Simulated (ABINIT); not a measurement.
**Run report: HfO2, geometry relaxation (part 3 of 3)**

Continued. System: HfO2 (3 atoms in the cell). Method: Kohn-Sham DFT of a periodic cell, LDA, PseudoDojo NC SR LDA v0.4.1 standard, no spin polarisation (ABINIT 10.8.3); cutoff 1142.88 eV, 7×7×7 k-mesh, fermi-dirac of 0.05 eV. The structure derives from an entry of the Crystallography Open Database.

### What the program printed, continued
```
     iter   Etot(hartree)      deltaE(h)  residm     vres2
 ETOT  1  -89.710241484838    -8.971E+01 9.040E-07 6.139E-04
 ETOT  2  -89.710241450191     3.465E-08 5.515E-07 6.600E-04
 ETOT  3  -89.710241558461    -1.083E-07 1.065E-06 1.970E-05
 ETOT  4  -89.710241560764    -2.303E-09 3.505E-07 5.920E-07
 ETOT  5  -89.710241560825    -6.116E-11 6.660E-07 1.815E-09
 ETOT  6  -89.710241560824     5.116E-13 2.785E-07 2.252E-11
 ETOT  7  -89.710241560820     3.908E-12 4.474E-07 7.547E-14

 At SCF step    7       vres2   =  7.55E-14 < tolvrs=  1.00E-12 =>converged.

 Cartesian components of stress tensor (hartree/bohr^3)
  sigma(1 1)=  3.11526504E-09  sigma(3 2)=  0.00000000E+00
  sigma(2 2)=  3.11526503E-09  sigma(3 1)=  0.00000000E+00
  sigma(3 3)=  3.11526503E-09  sigma(2 1)=  0.00000000E+00

--- !ResultsGS
iteration_state: {dtset: 1, itime: 5, icycle: 1, }
comment   : Summary of ground state results
lattice_vectors:
- [  0.0000000,   4.6884418,   4.6884418, ]
- [  4.6884418,   0.0000000,   4.6884418, ]
- [  4.6884418,   4.6884418,   0.0000000, ]
lattice_lengths: [   6.63046,    6.63046,    6.63046, ]
lattice_angles: [ 60.000,  60.000,  60.000, ] # degrees, (23, 13, 12)
lattice_volume:   2.0611784E+02
convergence: {deltae:  3.908E-12, res2:  7.547E-14, residm:  4.474E-07, diffor: null, }
etotal    :  -8.97102416E+01
entropy   :   0.00000000E+00
fermie    :   3.92594241E-01
cartesian_stress_tensor: # hartree/bohr^3
- [  3.11526504E-09,   0.00000000E+00,   0.00000000E+00, ]
- [  0.00000000E+00,   3.11526503E-09,   0.00000000E+00, ]
- [  0.00000000E+00,   0.00000000E+00,   3.11526503E-09, ]
pressure_GPa:  -9.1654E-05
xred      :
- [  0.0000E+00,   0.0000E+00,   0.0000E+00, Hf]
- [  7.5000E-01,   7.5000E-01,   7.5000E-01,  O]
- [  2.5000E-01,   2.5000E-01,   2.5000E-01,  O]
cartesian_forces: # hartree/bohr
- [ -0.00000000E+00,  -0.00000000E+00,  -0.00000000E+00, ]
- [ -0.00000000E+00,  -0.00000000E+00,  -0.00000000E+00, ]
- [ -0.00000000E+00,  -0.00000000E+00,  -0.00000000E+00, ]
force_length_stats: {min:   0.00000000E+00, max:   0.00000000E+00, mean:   0.00000000E+00, }
...

 Integrated electronic density in atomic spheres:
 ------------------------------------------------
 Atom  Sphere_radius  Integrated_density
    1        2.00000          8.33090665
    2        2.00000          6.38436843
    3        2.00000          6.38436843

---OUTPUT-----------------------------------------------------------------------

 Cartesian coordinates (xcart) [bohr]
  0.00000000000000E+00  0.00000000000000E+00  0.00000000000000E+00
  7.03266264312396E+00  7.03266264312396E+00  7.03266264312396E+00
  2.34422088104132E+00  2.34422088104132E+00  2.34422088104132E+00
 Reduced coordinates (xred)
  0.00000000000000E+00  0.00000000000000E+00  0.00000000000000E+00
  7.50000000000000E-01  7.50000000000000E-01  7.50000000000000E-01
  2.50000000000000E-01  2.50000000000000E-01  2.50000000000000E-01
 Cartesian forces (fcart) [Ha/bohr]; max,rms= 0.00000E+00 0.00000E+00 (free atoms)
 -0.00000000000000E+00 -0.00000000000000E+00 -0.00000000000000E+00
 -0.00000000000000E+00 -0.00000000000000E+00 -0.00000000000000E+00
 -0.00000000000000E+00 -0.00000000000000E+00 -0.00000000000000E+00
 Gradient of E wrt nuclear positions in reduced coordinates (gred)
  0.00000000000000E+00  0.00000000000000E+00  0.00000000000000E+00
  0.00000000000000E+00  0.00000000000000E+00  0.00000000000000E+00
  0.00000000000000E+00  0.00000000000000E+00  0.00000000000000E+00
 Scale of Primitive Cell (acell) [bohr]
  6.63045792633368E+00  6.63045792633368E+00  6.63045792633368E+00
 Real space primitive translations (rprimd) [bohr]
  0.00000000000000E+00  4.68844176208264E+00  4.68844176208264E+00
  4.68844176208264E+00  0.00000000000000E+00  4.68844176208264E+00
  4.68844176208264E+00  4.68844176208264E+00  0.00000000000000E+00
 Unitary Cell Volume (ucvol) [Bohr^3]=  2.06117835376995E+02
 Angles (23,13,12)= [degrees]
  6.00000000000000E+01  6.00000000000000E+01  6.00000000000000E+01
 Lengths [Bohr]
  6.63045792633368E+00  6.63045792633368E+00  6.63045792633368E+00
 Stress tensor in cartesian coordinates (strten) [Ha/bohr^3]
  3.11526503898873E-09  0.00000000000000E+00  0.00000000000000E+00
  0.00000000000000E+00  3.11526502858039E-09  0.00000000000000E+00
  0.00000000000000E+00  0.00000000000000E+00  3.11526503204984E-09
 Total energy (etotal) [Ha]= -8.97102415608203E+01

 Difference of energy with previous step (new-old):
           Absolute (Ha)=-8.56578E-09
           Relative     =-9.54827E-11

 At Broyd/MD step   5, gradients are converged :
  max grad (force/stress) = 3.1153E-07 < tolmxf= 2.0000E-05 ha/bohr (free atoms)

================================================================================

 ----iterations are completed or convergence reached----

 Mean square residual over all n,k,spin=   27.156E-10; max=  44.737E-08
 reduced coordinates (array xred) for    3 atoms
       0.000000000000      0.000000000000      0.000000000000
       0.750000000000      0.750000000000      0.750000000000
       0.250000000000      0.250000000000      0.250000000000
 rms dE/dt=  0.0000E+00; max dE/dt=  0.0000E+00; dE/dt below (all hartree)
    1       0.000000000000      0.000000000000      0.000000000000
    2       0.000000000000      0.000000000000      0.000000000000
    3       0.000000000000      0.000000000000      0.000000000000

 cartesian coordinates (angstrom) at end:
    1      0.00000000000000     0.00000000000000     0.00000000000000
    2      3.72152480018533     3.72152480018533     3.72152480018533
    3      1.24050826672844     1.24050826672844     1.24050826672844

 cartesian forces (hartree/bohr) at end:
    1     -0.00000000000000    -0.00000000000000    -0.00000000000000
    2     -0.00000000000000    -0.00000000000000    -0.00000000000000
    3     -0.00000000000000    -0.00000000000000    -0.00000000000000
 frms,max,avg= 0.0000000E+00 0.0000000E+00   0.000E+00  0.000E+00  0.000E+00 h/b

 cartesian forces (eV/Angstrom) at end:
    1     -0.00000000000000    -0.00000000000000    -0.00000000000000
    2     -0.00000000000000    -0.00000000000000    -0.00000000000000
    3     -0.00000000000000    -0.00000000000000    -0.00000000000000
 frms,max,avg= 0.0000000E+00 0.0000000E+00   0.000E+00  0.000E+00  0.000E+00 e/A
 length scales=  6.630457926334  6.630457926334  6.630457926334 bohr
              =  3.508687230087  3.508687230087  3.508687230087 angstroms
 Fermi (or HOMO) energy (hartree) =   0.39259   Average Vxc (hartree)=  -0.48090
 Eigenvalues (hartree) for nkpt=  20  k points:
 kpt#   1, nband= 16, wtk=  0.00292, kpt=  0.0000  0.0000  0.0000 (reduced coord)
  -1.91870   -0.76269   -0.76269   -0.76269   -0.37989   -0.24969    0.09872    0.09872
   0.09872    0.28844    0.28844    0.28844    0.45546    0.45546    0.54094    0.72470
      occupation numbers for kpt#   1
   2.00000    2.00000    2.00000    2.00000    2.00000    2.00000    2.00000    2.00000
   2.00000    2.00000    2.00000    2.00000    0.00000    0.00000    0.00000    0.00000
 prteigrs : prtvol=0 or 1, do not print more k-points.

--- !EnergyTerms
iteration_state     : {dtset: 1, itime: 5, icycle: 1, }
comment             : Components of total free energy in Hartree
kinetic             :  3.69531595635357E+01
hartree             :  1.32216816838477E+01
xc                  : -2.25458326111784E+01
Ewald energy        : -6.93059976556213E+01
psp_core            :  4.01590526343930E+00
local_psp           : -4.91394881950344E+01
non_local_psp       : -2.90966960980886E+00
internal            : -8.97102415608203E+01
'-kT*entropy'       :  1.87941908212343E-15
total_energy        : -8.97102415608203E+01
total_energy_eV     : -2.44114003333174E+03
band_energy         : -7.32109696018206E+00
...

 Cartesian components of stress tensor (hartree/bohr^3)
  sigma(1 1)=  3.11526504E-09  sigma(3 2)=  0.00000000E+00
  sigma(2 2)=  3.11526503E-09  sigma(3 1)=  0.00000000E+00
  sigma(3 3)=  3.11526503E-09  sigma(2 1)=  0.00000000E+00

-Cartesian components of stress tensor (GPa)         [Pressure= -9.1654E-05 GPa]
- sigma(1 1)=  9.16542618E-05  sigma(3 2)=  0.00000000E+00
- sigma(2 2)=  9.16542615E-05  sigma(3 1)=  0.00000000E+00
- sigma(3 3)=  9.16542616E-05  sigma(2 1)=  0.00000000E+00

== END DATASET(S) ==============================================================
================================================================================

 -outvars: echo values of variables after computation  --------
            acell      6.6304579263E+00  6.6304579263E+00  6.6304579263E+00 Bohr
           etotal     -8.9710241561E+01
            fcart     -0.0000000000E+00 -0.0000000000E+00 -0.0000000000E+00
                      -0.0000000000E+00 -0.0000000000E+00 -0.0000000000E+00
                      -0.0000000000E+00 -0.0000000000E+00 -0.0000000000E+00
            rprim      0.0000000000E+00  7.0710678119E-01  7.0710678119E-01
                       7.0710678119E-01  0.0000000000E+00  7.0710678119E-01
                       7.0710678119E-01  7.0710678119E-01  0.0000000000E+00
           strten      3.1152650390E-09  3.1152650286E-09  3.1152650320E-09
                       0.0000000000E+00  0.0000000000E+00  0.0000000000E+00
           xangst      0.0000000000E+00  0.0000000000E+00  0.0000000000E+00
                       3.7215248002E+00  3.7215248002E+00  3.7215248002E+00
                       1.2405082667E+00  1.2405082667E+00  1.2405082667E+00
             xred      0.0000000000E+00  0.0000000000E+00  0.0000000000E+00
                       7.5000000000E-01  7.5000000000E-01  7.5000000000E-01
                       2.5000000000E-01  2.5000000000E-01  2.5000000000E-01
 Calculation completed.
```

### Trajectory as extended XYZ (Å, eV, eV/Å), 5 frames, from step=0 to step=4
```
3
Lattice="0.0000 2.5575 2.5575 2.5575 0.0000 2.5575 2.5575 2.5575 0.0000" Properties=species:S:1:pos:R:3:forces:R:3 step=0 energy=-2440.92375
Hf    0.0000    0.0000    0.0000    0.0000   0.0000   0.0000
O     3.8363    3.8363    3.8363    0.0000   0.0000   0.0000
O     1.2788    1.2788    1.2788    0.0000   0.0000   0.0000
3
Lattice="0.0000 2.5002 2.5002 2.5002 0.0000 2.5002 2.5002 2.5002 0.0000" Properties=species:S:1:pos:R:3:forces:R:3 step=1 energy=-2441.12538
Hf    0.0000    0.0000    0.0000    0.0000   0.0000   0.0000
O     3.7503    3.7503    3.7503    0.0000   0.0000   0.0000
O     1.2501    1.2501    1.2501    0.0000   0.0000   0.0000
3
Lattice="0.0000 2.4786 2.4786 2.4786 0.0000 2.4786 2.4786 2.4786 0.0000" Properties=species:S:1:pos:R:3:forces:R:3 step=2 energy=-2441.13979
Hf    0.0000    0.0000    0.0000    0.0000   0.0000   0.0000
O     3.7179    3.7179    3.7179    0.0000   0.0000   0.0000
O     1.2393    1.2393    1.2393    0.0000   0.0000   0.0000
3
Lattice="0.0000 2.4811 2.4811 2.4811 0.0000 2.4811 2.4811 2.4811 0.0000" Properties=species:S:1:pos:R:3:forces:R:3 step=3 energy=-2441.14003
Hf    0.0000    0.0000    0.0000    0.0000   0.0000   0.0000
O     3.7216    3.7216    3.7216    0.0000   0.0000   0.0000
O     1.2405    1.2405    1.2405    0.0000   0.0000   0.0000
3
Lattice="0.0000 2.4810 2.4810 2.4810 0.0000 2.4810 2.4810 2.4810 0.0000" Properties=species:S:1:pos:R:3:forces:R:3 step=4 energy=-2441.14003
Hf    0.0000    0.0000    0.0000    0.0000   0.0000   0.0000
O     3.7215    3.7215    3.7215    0.0000   0.0000   0.0000
O     1.2405    1.2405    1.2405    0.0000   0.0000   0.0000
```

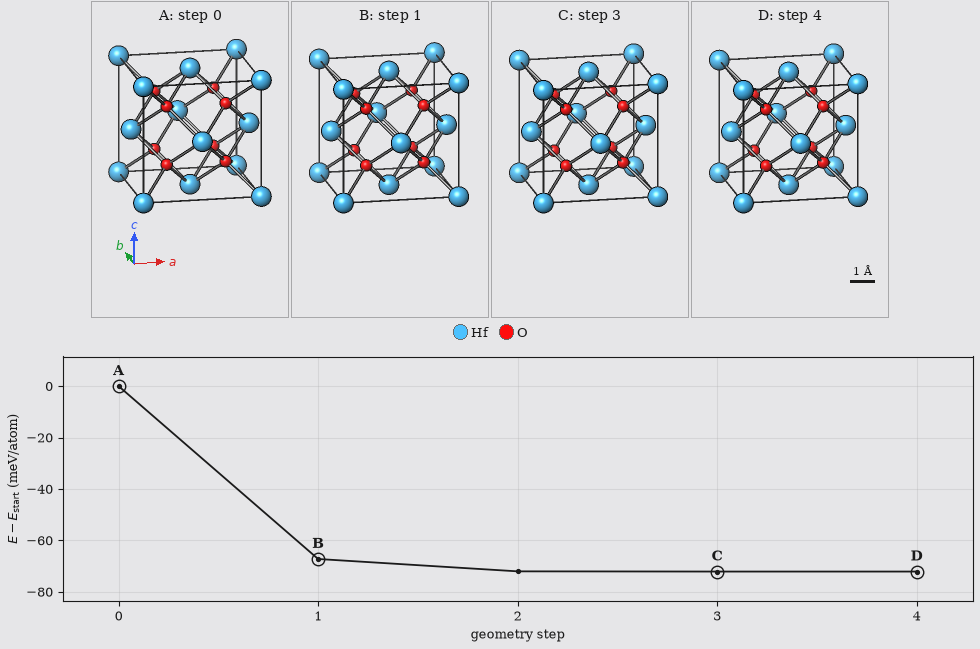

Fig. 1: Frames of the relaxation (ball-and-stick view of the cell 4 times as large as that of the calculation, set on its symmetry axes, seen slightly off an axis) above the curves, on which the letters mark them (steps are counted from 0).

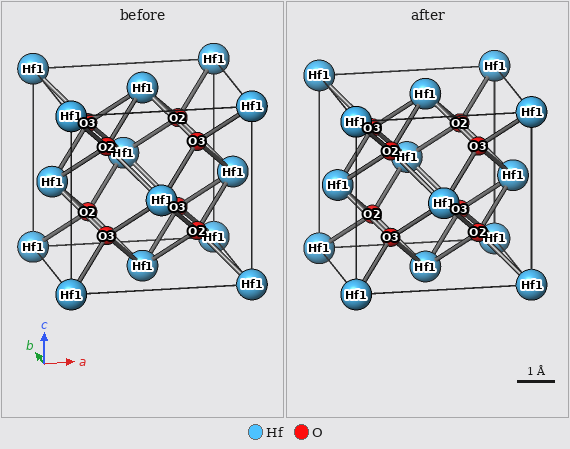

Fig. 2: Before (left) and after (right) the relaxation, at one scale (ball-and-stick view of the cell 4 times as large as that of the calculation, set on its symmetry axes, seen slightly off an axis). The atoms keep their places relative to the cell (all moves are under 0.005 Å). The volume changes by −8.7 %, with a = b = c 5.115 → 4.962 Å (−3.0 %). Distances before and after: Hf1–O2 2.215 → 2.149 Å. The space group stays Fm-3m (No. 225). The energy falls by 72.1 meV per atom in 4 geometry steps. All forces vanish by symmetry, so only the cell relaxes. (Atoms are counted from 1 in the order of the input.)

The run was set up as follows.

### The input
```
# Pseudopotentials
pp_dirpath "./"
pseudos "Hf.upf, O.upf"

# Structure
acell 6.8348581746 6.8348581746 6.8348581746
rprim
     0.0000000000     0.7071067812     0.7071067812
     0.7071067812     0.0000000000     0.7071067812
     0.7071067812     0.7071067812     0.0000000000
ntypat 2
znucl 72 8
natom 3
typat 1 2 2
chkprim 0
chksymtnons 0
tolsym 1.0e-6
xred
            0.0            0.0            0.0
            3/4            3/4            3/4
            1/4            1/4            1/4

# Plane-wave basis
ecut 42.0
ecutsm 0.5

# k points
kptopt 1
ngkpt 7 7 7
nshiftk 1
shiftk 0.0 0.0 0.0

# Exchange and correlation
ixc 7

# Bands and occupations
nband 16
occopt 3
tsmear 0.05 eV

# SCF cycle
nstep 80
tolvrs 1.0e-12

# Output
iomode 3
prteig 0
prtebands 0
prtwf 0
prtden 0

# Relaxation
ionmov 2
optcell 2
ntime 50
tolmxf 2.0e-5
dilatmx 1.08
```

Launched with:
```bash
abinit run.abi > log 2>&1
```

### Key numbers

```csv
quantity,value
outcome,converged
space group (tolerance 0.01 Å),Fm-3m (225)
electrons treated,24
free energy,−2441.1400 eV
Fermi energy,10.683 eV
gap on the k-point mesh,4.00 eV
pressure,0.00 GPa
final volume,30.54 Å³
largest force (length of the vector) at the end,under 0.001 eV/Å
final cell,"a = 3.509 Å, b = 3.509 Å, c = 3.509 Å, α = 60.00°, β = 60.00°, γ = 60.00°"
hardware,"1 thread of AMD EPYC (Zen 3), 64 GiB of memory available, shared host"
wall time,4.6 min
peak memory,0.09 GiB
```

### Remarks

Spin–orbit coupling is left out, which matters for Hf.
